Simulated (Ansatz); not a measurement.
System Hg (space group Fm-3m, No. 225); source of the atomic positions: the input geometry of an electronic-structure calculation (not necessarily at equilibrium); the starting structure was generated, so it need not be a known form of this composition.

```xyz
4
Lattice="4.9246 0.0000 0.0000 0.0000 4.9246 0.0000 0.0000 0.0000 4.9246" Properties=species:S:1:pos:R:3 pbc="T T T"
Hg    0.0000    0.0000    0.0000
Hg    0.0000    2.4623    2.4623
Hg    2.4623    0.0000    2.4623
Hg    2.4623    2.4623    0.0000
```

Bonds are taken as Hg–Hg below 3.9 Å. Atoms with one bond or none are removed and atoms with two bonds are replaced by edges, until no such atom is left.

What net does this leave?

The result is a uninodal 12-connected, three-periodic net: Hg is a 12-connected node. It is the fcu net, known from cubic close packing. It is a single net, without interpenetration.

```
node  links  point symbol  coordination sequence
  Hg     12    3²⁴·4³⁶·5⁶       12 42 92 162 252
```

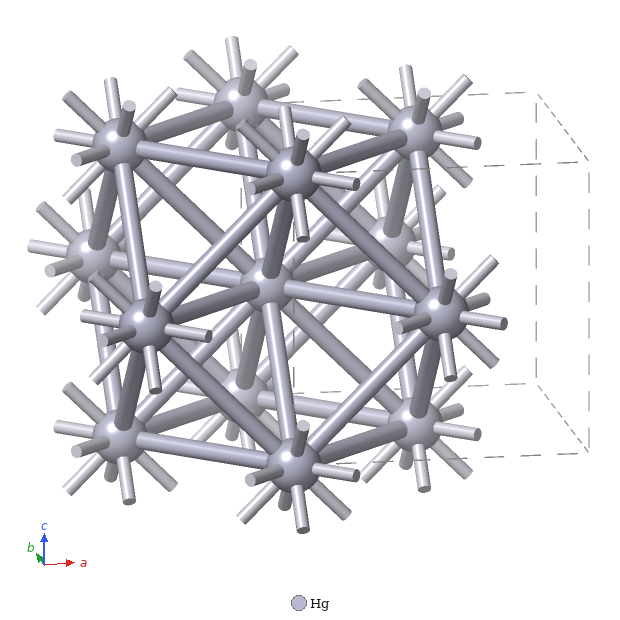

Nodes are coloured by element. Short stubs are edges that leave the cut-out.
